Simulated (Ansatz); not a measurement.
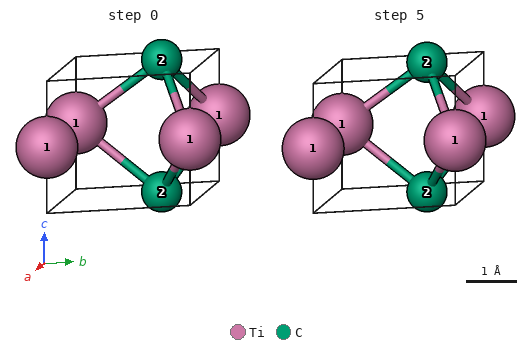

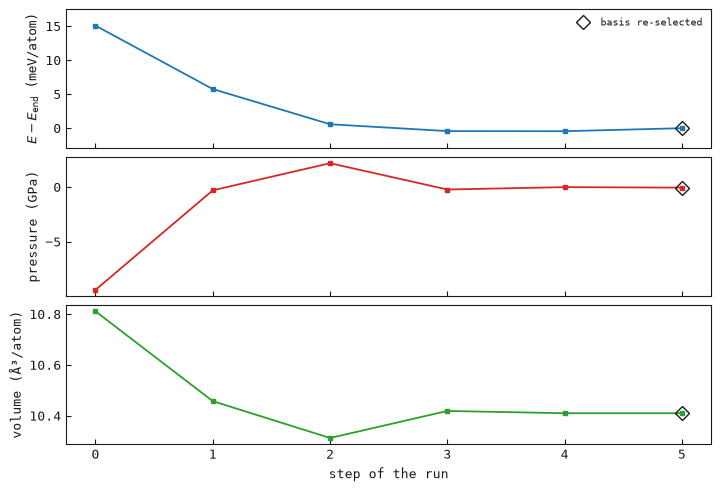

First and last geometry of a relaxation of crystalline TiC (a generated structure, set up in P-6m2), with the history of the run. A ball-and-stick model of the cell of the calculation, seen slightly off an axis.

The run lets cell and atoms move.

Theory: Kohn-Sham DFT of a periodic cell, PBEsol0, Ansatz PAW (Ansatz).

Input
```yaml
crystal:
  lattice:
    - [3.04209, 0.0, 0.0]
    - [-1.52104, 2.63452, 0.0]
    - [0.0, 0.0, 2.69797]
  atoms:
    - { symbol: Ti, position: [0.0, 0.0, 0.5] }
    - { symbol: C, position: [0.33333, 0.66667, 0.0] }
hamiltonian:
  xc: { exchange: pbesol, correlation: pbesol, exx: { coeff: 0.25 } }
  pseudopotentials: { kind: paw }
kpoints:
  mp_grid: { grid: [5, 5, 5] }
scf:
  occupations: { method: fermi_dirac, width: 0.05 }
output:
  forces: true
  stress: true
  eigenvalues: true
relax:
  f_tol: 0.01
  max_steps: 40
  cell: { stress_tol: 0.05 }
```

Command:
```bash
ansatz run input.yaml --threads 2 --pin off --max-ram 5632MiB --backend cpu --events-out ev --progress --plain --runs-dir out
```

**Read the history and describe the run.**

It converged. The atoms keep their places relative to the cell (all moves are under 0.005 Å). Cell: a = b 3.042 → 3.017 Å (−0.8 %), c 2.698 → 2.641 Å (−2.1 %). Volume −3.7 %. Near-neighbour distances that change, for instance: Ti1–Ti1 2.698 → 2.641 Å, Ti1–C2 2.215 → 2.186 Å, Ti1–Ti1 (another image) 3.042 → 3.017 Å. The space group stays P-6m2 (No. 187). After 4 accepted moves (5 points after the start) the energy has fallen by 15.1 meV per atom. All forces vanish by symmetry, so only the cell relaxes. The pressure goes from −9.39 to −0.05 GPa. The SCF was repeated once at an unchanged geometry on a basis and grid sized afresh for the cell, which shifted the energy by 0.4 meV per atom at most. The run took 48 s on 2 threads of Arm Neoverse V1, on a shared host, peak memory 0.63 GiB.

Limits of the set-up: the k-point mesh is coarse for a cell with partly filled bands.
